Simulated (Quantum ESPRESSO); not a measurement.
Band-structure run of ZrSe2 (part 2 of 3)

The same run, continued: ZrSe2 (P-3m1, 3 atoms in the cell); Kohn-Sham DFT of a periodic cell, r2SCAN, SG15 PBE 1.2, no spin polarisation (Quantum ESPRESSO 7.5); cutoff 952.4 eV, 6×6×4 k-mesh, fermi-dirac of 0.05 eV. The structure derives from an entry of the Crystallography Open Database.

Geometry of the input (Å; fractional positions):
```
3.7980  0.0000  0.0000
-1.8990  3.2892  0.0000
0.0000  0.0000  6.1920
Zr 0.0000  0.0000  0.0000
Se 0.6667  0.3333  0.7500
Se 0.3333  0.6667  0.2500
```

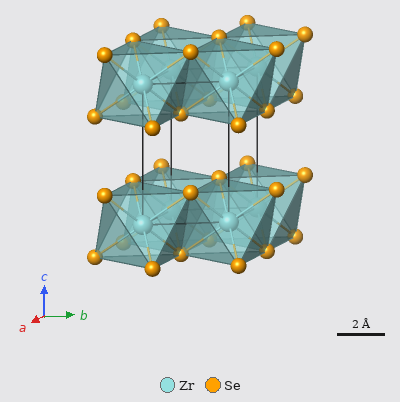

*The input geometry (polyhedral view of the cell of the calculation, seen slightly off an axis; polyhedra are completed across the faces of the cell).*

### Log, continued
```
     iteration #  2     ecut=    70.00 Ry     beta= 0.50
     Davidson diagonalization with overlap
     ethr =  1.00E-02,  avg # of iterations =  1.0

     total energy              =    -132.94971688 Ry
     estimated scf accuracy    <       0.69735825 Ry

     iteration #  3     ecut=    70.00 Ry     beta= 0.50
     Davidson diagonalization with overlap
     ethr =  2.91E-03,  avg # of iterations =  2.0

     total energy              =    -133.00344215 Ry
     estimated scf accuracy    <       0.61660876 Ry

     iteration #  4     ecut=    70.00 Ry     beta= 0.50
     Davidson diagonalization with overlap
     ethr =  2.57E-03,  avg # of iterations =  1.1

     total energy              =    -133.06168200 Ry
     estimated scf accuracy    <       0.00328706 Ry

     iteration #  5     ecut=    70.00 Ry     beta= 0.50
     Davidson diagonalization with overlap
     ethr =  1.37E-05,  avg # of iterations =  5.9

     total energy              =    -133.06268307 Ry
     estimated scf accuracy    <       0.00028056 Ry

     iteration #  6     ecut=    70.00 Ry     beta= 0.50
     Davidson diagonalization with overlap
     ethr =  1.17E-06,  avg # of iterations =  3.0

     total energy              =    -133.06271713 Ry
     estimated scf accuracy    <       0.00002231 Ry

     iteration #  7     ecut=    70.00 Ry     beta= 0.50
     Davidson diagonalization with overlap
     ethr =  9.30E-08,  avg # of iterations =  2.0

     total energy              =    -133.06271896 Ry
     estimated scf accuracy    <       0.00000150 Ry

     iteration #  8     ecut=    70.00 Ry     beta= 0.50
     Davidson diagonalization with overlap
     ethr =  6.25E-09,  avg # of iterations =  2.0

     total energy              =    -133.06271914 Ry
     estimated scf accuracy    <       0.00000024 Ry

     iteration #  9     ecut=    70.00 Ry     beta= 0.50
     Davidson diagonalization with overlap
     ethr =  1.00E-09,  avg # of iterations =  2.0

     total energy              =    -133.06271919 Ry
     estimated scf accuracy    <       0.00000005 Ry

     iteration # 10     ecut=    70.00 Ry     beta= 0.50
     Davidson diagonalization with overlap
     ethr =  2.15E-10,  avg # of iterations =  2.0

     End of self-consistent calculation

          k = 0.0000 0.0000 0.0000 (  5215 PWs)   bands (ev):

   -44.5060 -21.5833 -21.4678 -21.4678  -6.7332  -5.4144   2.2618   4.2147
     4.2147   6.9917   6.9917   7.0635   8.4130   8.4130   8.9895  11.7151
    11.7151  12.4583  12.6659

          k = 0.0000 0.0000 0.1709 (  5185 PWs)   bands (ev):

   -44.5060 -21.5834 -21.4678 -21.4678  -6.6227  -5.5833   2.7067   4.2383
     4.2383   6.0574   6.9070   6.9070   8.3993   8.3993   9.2764  11.9094
    11.9094  12.8609  13.3341

          k = 0.0000 0.0000-0.3418 (  5192 PWs)   bands (ev):

   -44.5060 -21.5836 -21.4678 -21.4678  -6.4647  -5.7974   3.4288   4.2627
     4.2627   4.9715   6.8247   6.8247   8.3850   8.3850   9.3957  12.1162
    12.1162  13.1256  14.4820

          k = 0.0000 0.2145 0.0000 (  5193 PWs)   bands (ev):

   -44.5029 -21.5718 -21.5159 -21.4780  -6.4814  -5.4444   2.6391   3.9122
     4.3435   5.3320   6.2976   6.9060   8.4163   9.1476   9.3832  11.3151
    11.6799  13.7502  14.3365

          k = 0.0000 0.2145 0.1709 (  5175 PWs)   bands (ev):

   -44.5029 -21.5719 -21.5158 -21.4780  -6.3876  -5.5723   2.8849   3.9279
     4.3159   5.1993   6.3603   6.5390   8.3912   9.1613   9.8104  11.1336
    11.5239  13.9998  14.6354

          k = 0.0000 0.2145-0.3418 (  5180 PWs)   bands (ev):

   -44.5029 -21.5721 -21.5158 -21.4780  -6.2271  -5.7726   3.4343   3.6537
     4.3673   5.3629   5.8675   6.2240   8.3941   9.1577   9.9925  11.0293
    11.8175  14.3923  15.1130

          k = 0.0000 0.2145-0.1709 (  5175 PWs)   bands (ev):

   -44.5029 -21.5719 -21.5158 -21.4780  -6.3730  -5.5935   2.9774   3.8512
     4.3977   5.3562   6.1603   6.3361   8.4035   9.1476   9.6044  11.1784
    11.9800  14.3061  14.4880

          k = 0.0000 0.4290 0.0000 (  5166 PWs)   bands (ev):

   -44.4967 -21.6114 -21.5475 -21.4984  -5.9370  -5.4874   3.0858   3.6683
     3.8948   4.4805   5.7171   5.7790   8.0659   9.7420  10.0690  12.0312
    12.1186  14.2839  14.8722

          k = 0.0000 0.4290 0.1709 (  5167 PWs)   bands (ev):

   -44.4967 -21.6113 -21.5476 -21.4984  -5.9516  -5.4627   2.8004   3.3506
     4.3718   4.3742   5.9041   6.3050   7.9445   9.7717  10.3413  11.3793
    11.7606  13.7103  13.9619

          k = 0.0000 0.4290-0.3418 (  5150 PWs)   bands (ev):

   -44.4967 -21.6113 -21.5476 -21.4984  -5.8455  -5.5834   2.8287   3.2833
     4.3758   4.7292   5.8856   5.9455   7.9632   9.8225  10.1263  11.7029
    11.7335  13.5359  14.2504

          k = 0.0000 0.4290-0.1709 (  5167 PWs)   bands (ev):

   -44.4967 -21.6114 -21.5476 -21.4984  -5.8098  -5.6290   3.0672   3.5166
     4.4092   4.4834   5.4270   5.6986   8.0640   9.7862   9.9331  12.0940
    12.4135  13.6398  15.4153

          k = 0.0000-0.6435 0.0000 (  5146 PWs)   bands (ev):

   -44.4936 -21.6577 -21.5359 -21.5085  -5.7069  -5.4240   2.3520   4.0277
     4.3423   4.4489   4.8583   5.6286   7.9099   9.9510  10.3102  12.2886
    12.4635  13.5127  14.7934

          k = 0.0000-0.6435 0.1709 (  5132 PWs)   bands (ev):

   -44.4936 -21.6577 -21.5359 -21.5085  -5.7606  -5.3599   2.3064   3.5663
     4.3522   4.4487   5.4943   5.7919   7.8450   9.9472  10.3032  12.1512
    12.4532  13.0574  14.1778

          k = 0.0000-0.6435-0.3418 (  5148 PWs)   bands (ev):

   -44.4936 -21.6576 -21.5360 -21.5085  -5.8009  -5.3091   2.2501   3.3542
     4.2723   4.4702   5.9419   6.0392   7.7212   9.9423  10.2944  11.8791
    12.5144  12.8973  13.9084

          k = 0.1858 0.1073 0.0000 (  5193 PWs)   bands (ev):

   -44.5029 -21.5718 -21.5159 -21.4780  -6.4814  -5.4444   2.6391   3.9122
     4.3435   5.3320   6.2976   6.9060   8.4163   9.1476   9.3832  11.3151
    11.6799  13.7502  14.3365

          k = 0.1858 0.1073 0.1709 (  5175 PWs)   bands (ev):

   -44.5029 -21.5719 -21.5158 -21.4780  -6.3730  -5.5935   2.9774   3.8512
     4.3977   5.3562   6.1603   6.3361   8.4035   9.1476   9.6044  11.1784
    11.9800  14.3061  14.4880

          k = 0.1858 0.1073-0.3418 (  5180 PWs)   bands (ev):

   -44.5029 -21.5721 -21.5158 -21.4780  -6.2271  -5.7726   3.4343   3.6537
     4.3673   5.3629   5.8675   6.2240   8.3941   9.1577   9.9925  11.0293
    11.8175  14.3923  15.1131

          k = 0.1858 0.1073-0.1709 (  5175 PWs)   bands (ev):

   -44.5029 -21.5719 -21.5158 -21.4780  -6.3876  -5.5723   2.8849   3.9279
     4.3159   5.1993   6.3603   6.5390   8.3912   9.1613   9.8104  11.1336
    11.5239  13.9998  14.6354

          k = 0.1858 0.3218 0.0000 (  5163 PWs)   bands (ev):

   -44.4983 -21.5778 -21.5547 -21.5022  -6.0723  -5.4866   3.2962   3.7258
     3.8798   4.5810   5.2111   6.3297   8.6603   9.3601  10.0431  11.0663
    12.2428  15.2645  15.8481

          k = 0.1858 0.3218 0.1709 (  5171 PWs)   bands (ev):

   -44.4983 -21.5778 -21.5548 -21.5022  -5.9971  -5.5732   3.1426   3.6391
     4.1398   4.7305   5.2469   6.2074   8.7329   9.1889  10.1771  11.1857
    11.7846  15.0987  15.6300

          k = 0.1858 0.3218-0.3418 (  5160 PWs)   bands (ev):

   -44.4983 -21.5778 -21.5549 -21.5022  -5.8563  -5.7254   3.0927   3.4670
     4.4049   4.9818   5.1858   6.0581   8.8560   9.0221  10.2769  11.2986
    11.3449  15.1454  15.4391

          k = 0.1858 0.3218-0.1709 (  5171 PWs)   bands (ev):

   -44.4983 -21.5778 -21.5548 -21.5022  -5.9971  -5.5732   3.1426   3.6391
     4.1398   4.7305   5.2469   6.2074   8.7329   9.1889  10.1771  11.1857
    11.7846  15.0987  15.6294

          k = 0.1858 0.5363 0.0000 (  5154 PWs)   bands (ev):

   -44.4936 -21.6325 -21.5386 -21.5317  -5.6519  -5.4818   2.7931   3.6375
     4.2741   4.4048   4.7336   5.4157   8.7192   9.8099  10.1472  11.3982
    12.3458  14.4593  15.1845

          k = 0.1858 0.5363 0.1709 (  5158 PWs)   bands (ev):

   -44.4936 -21.6324 -21.5387 -21.5317  -5.7117  -5.4139   2.7170   3.3123
     4.2703   4.6385   4.8955   5.6859   8.5281   9.8749  10.1111  11.3583
    12.3085  14.2670  14.9528

          k = 0.1858 0.5363-0.3418 (  5154 PWs)   bands (ev):

   -44.4936 -21.6324 -21.5387 -21.5317  -5.6971  -5.4297   2.6919   3.2332
     4.2915   4.7327   4.9937   5.6726   8.5080   9.6608  10.1200  11.5425
    12.5528  13.8899  14.6896

          k = 0.1858 0.5363-0.1709 (  5158 PWs)   bands (ev):

   -44.4936 -21.6325 -21.5387 -21.5317  -5.6217  -5.5132   2.7700   3.4736
     4.3126   4.6365   4.7939   5.3600   8.7206   9.6057  10.1376  11.5159
    12.6986  13.9249  15.4758

          k = 0.1858-0.5363 0.0000 (  5154 PWs)   bands (ev):

   -44.4936 -21.6325 -21.5386 -21.5317  -5.6519  -5.4818   2.7931   3.6375
     4.2741   4.4048   4.7336   5.4157   8.7192   9.8099  10.1472  11.3982
    12.3458  14.4594  15.1846

          k = 0.1858-0.5363 0.1709 (  5158 PWs)   bands (ev):

   -44.4936 -21.6325 -21.5387 -21.5317  -5.6217  -5.5132   2.7700   3.4736
     4.3126   4.6365   4.7939   5.3600   8.7206   9.6057  10.1376  11.5159
    12.6986  13.9249  15.4758

          k = 0.1858-0.5363-0.3418 (  5154 PWs)   bands (ev):

   -44.4936 -21.6324 -21.5387 -21.5317  -5.6971  -5.4297   2.6919   3.2332
     4.2915   4.7327   4.9937   5.6726   8.5080   9.6608  10.1200  11.5425
    12.5528  13.8899  14.6896

          k = 0.1858-0.5363-0.1709 (  5158 PWs)   bands (ev):

   -44.4936 -21.6324 -21.5387 -21.5317  -5.7117  -5.4139   2.7170   3.3123
     4.2703   4.6385   4.8955   5.6859   8.5281   9.8749  10.1111  11.3583
    12.3085  14.2670  14.9528

          k = 0.1858-0.3218 0.0000 (  5163 PWs)   bands (ev):

   -44.4983 -21.5778 -21.5547 -21.5022  -6.0723  -5.4866   3.2962   3.7258
     3.8798   4.5810   5.2111   6.3297   8.6603   9.3601  10.0431  11.0663
    12.2428  15.2645  15.8471

          k = 0.1858-0.3218 0.1709 (  5171 PWs)   bands (ev):

   -44.4983 -21.5778 -21.5548 -21.5022  -5.9971  -5.5732   3.1426   3.6391
     4.1398   4.7305   5.2469   6.2074   8.7329   9.1889  10.1771  11.1857
    11.7846  15.0987  15.6294

          k = 0.1858-0.3218-0.3418 (  5160 PWs)   bands (ev):

   -44.4983 -21.5778 -21.5549 -21.5022  -5.8563  -5.7254   3.0927   3.4670
     4.4049   4.9818   5.1858   6.0581   8.8560   9.0221  10.2769  11.2986
    11.3449  15.1455  15.4391

          k = 0.1858-0.3218-0.1709 (  5171 PWs)   bands (ev):

   -44.4983 -21.5778 -21.5548 -21.5022  -5.9971  -5.5732   3.1426   3.6391
     4.1398   4.7305   5.2469   6.2074   8.7329   9.1889  10.1771  11.1857
    11.7846  15.0987  15.6296

          k = 0.1858-0.1073 0.0000 (  5193 PWs)   bands (ev):

   -44.5029 -21.5718 -21.5159 -21.4780  -6.4814  -5.4444   2.6391   3.9122
     4.3435   5.3320   6.2976   6.9060   8.4163   9.1476   9.3832  11.3151
    11.6799  13.7502  14.3366

          k = 0.1858-0.1073 0.1709 (  5175 PWs)   bands (ev):

   -44.5029 -21.5719 -21.5158 -21.4780  -6.3876  -5.5723   2.8849   3.9279
     4.3159   5.1993   6.3603   6.5390   8.3912   9.1613   9.8104  11.1336
    11.5239  13.9998  14.6354

          k = 0.1858-0.1073-0.3418 (  5180 PWs)   bands (ev):

   -44.5029 -21.5721 -21.5158 -21.4780  -6.2271  -5.7726   3.4343   3.6537
     4.3673   5.3629   5.8675   6.2240   8.3941   9.1577   9.9925  11.0293
    11.8175  14.3923  15.1130

          k = 0.1858-0.1073-0.1709 (  5175 PWs)   bands (ev):

   -44.5029 -21.5719 -21.5158 -21.4780  -6.3730  -5.5935   2.9774   3.8512
     4.3977   5.3562   6.1603   6.3361   8.4035   9.1476   9.6044  11.1784
    11.9800  14.3061  14.4880

          k = 0.3715 0.2145 0.0000 (  5166 PWs)   bands (ev):

   -44.4967 -21.6114 -21.5475 -21.4984  -5.9370  -5.4874   3.0858   3.6683
     3.8948   4.4805   5.7171   5.7790   8.0659   9.7420  10.0690  12.0312
    12.1186  14.2839  14.8722

          k = 0.3715 0.2145 0.1709 (  5167 PWs)   bands (ev):

   -44.4967 -21.6114 -21.5476 -21.4984  -5.8098  -5.6290   3.0672   3.5166
     4.4092   4.4834   5.4270   5.6986   8.0640   9.7862   9.9331  12.0940
    12.4135  13.6398  15.4152

          k = 0.3715 0.2145-0.3418 (  5150 PWs)   bands (ev):

   -44.4967 -21.6113 -21.5476 -21.4984  -5.8455  -5.5834   2.8287   3.2833
     4.3758   4.7292   5.8856   5.9455   7.9632   9.8225  10.1263  11.7029
    11.7335  13.5359  14.2504

          k = 0.3715 0.2145-0.1709 (  5167 PWs)   bands (ev):

   -44.4967 -21.6113 -21.5476 -21.4984  -5.9516  -5.4627   2.8004   3.3506
     4.3718   4.3742   5.9041   6.3050   7.9445   9.7717  10.3413  11.3793
    11.7606  13.7103  13.9619

          k = 0.3715 0.4290 0.0000 (  5154 PWs)   bands (ev):

   -44.4936 -21.6325 -21.5386 -21.5317  -5.6519  -5.4818   2.7931   3.6375
     4.2741   4.4048   4.7336   5.4157   8.7192   9.8099  10.1472  11.3982
    12.3458  14.4593  15.1845

          k = 0.3715 0.4290 0.1709 (  5158 PWs)   bands (ev):

   -44.4936 -21.6325 -21.5387 -21.5317  -5.6217  -5.5132   2.7700   3.4736
     4.3126   4.6365   4.7939   5.3600   8.7206   9.6057  10.1376  11.5159
    12.6986  13.9249  15.4758

          k = 0.3715 0.4290-0.3418 (  5154 PWs)   bands (ev):

   -44.4936 -21.6324 -21.5387 -21.5317  -5.6971  -5.4297   2.6919   3.2332
     4.2915   4.7327   4.9937   5.6726   8.5080   9.6608  10.1200  11.5425
    12.5528  13.8899  14.6896

          k = 0.3715 0.4290-0.1709 (  5158 PWs)   bands (ev):

   -44.4936 -21.6324 -21.5387 -21.5317  -5.7117  -5.4139   2.7170   3.3123
     4.2703   4.6385   4.8955   5.6859   8.5281   9.8749  10.1111  11.3583
    12.3085  14.2670  14.9528

          k = 0.3715 0.6435 0.0000 (  5178 PWs)   bands (ev):

   -44.4921 -21.5975 -21.5975 -21.5309  -5.4885  -5.4885   3.2095   3.4150
     3.4150   4.6843   4.6843   5.2448   9.0964  10.0153  10.0153  11.4696
    11.4696  14.0576  16.6512

          k = 0.3715 0.6435 0.1709 (  5172 PWs)   bands (ev):

   -44.4921 -21.5975 -21.5975 -21.5309  -5.4895  -5.4895   3.3233   3.3233
     3.3697   4.8401   4.8401   4.9660   9.1357   9.8030   9.8030  11.8483
    11.8483  14.5716  15.9172

          k = 0.3715 0.6435-0.3418 (  5166 PWs)   bands (ev):

   -44.4921 -21.5975 -21.5975 -21.5310  -5.4904  -5.4904   3.2464   3.2464
     3.5999   4.6249   4.9838   4.9838   9.1712   9.6322   9.6322  12.2555
    12.2555  15.1824  15.2664

          k = 0.3715 0.6435-0.1709 (  5172 PWs)   bands (ev):

   -44.4921 -21.5975 -21.5975 -21.5309  -5.4895  -5.4895   3.3233   3.3233
     3.3697   4.8401   4.8401   4.9660   9.1357   9.8030   9.8030  11.8483
    11.8483  14.5715  15.9171

          k = 0.3715-0.4290 0.0000 (  5154 PWs)   bands (ev):

   -44.4936 -21.6325 -21.5386 -21.5317  -5.6519  -5.4818   2.7931   3.6375
     4.2741   4.4048   4.7336   5.4157   8.7192   9.8099  10.1472  11.3982
    12.3458  14.4593  15.1845

          k = 0.3715-0.4290 0.1709 (  5158 PWs)   bands (ev):

   -44.4936 -21.6324 -21.5387 -21.5317  -5.7117  -5.4139   2.7170   3.3123
     4.2703   4.6385   4.8955   5.6859   8.5281   9.8749  10.1111  11.3583
    12.3085  14.2670  14.9529

          k = 0.3715-0.4290-0.3418 (  5154 PWs)   bands (ev):

   -44.4936 -21.6324 -21.5387 -21.5317  -5.6971  -5.4297   2.6919   3.2332
     4.2915   4.7327   4.9937   5.6726   8.5080   9.6608  10.1200  11.5425
    12.5528  13.8899  14.6896

          k = 0.3715-0.4290-0.1709 (  5158 PWs)   bands (ev):

   -44.4936 -21.6325 -21.5387 -21.5317  -5.6217  -5.5132   2.7700   3.4736
     4.3126   4.6365   4.7939   5.3600   8.7206   9.6057  10.1376  11.5159
    12.6986  13.9249  15.4758

          k = 0.3715-0.2145 0.0000 (  5166 PWs)   bands (ev):

   -44.4967 -21.6114 -21.5475 -21.4984  -5.9370  -5.4874   3.0858   3.6683
     3.8948   4.4805   5.7171   5.7790   8.0659   9.7420  10.0690  12.0312
    12.1186  14.2839  14.8722

          k = 0.3715-0.2145 0.1709 (  5167 PWs)   bands (ev):
```
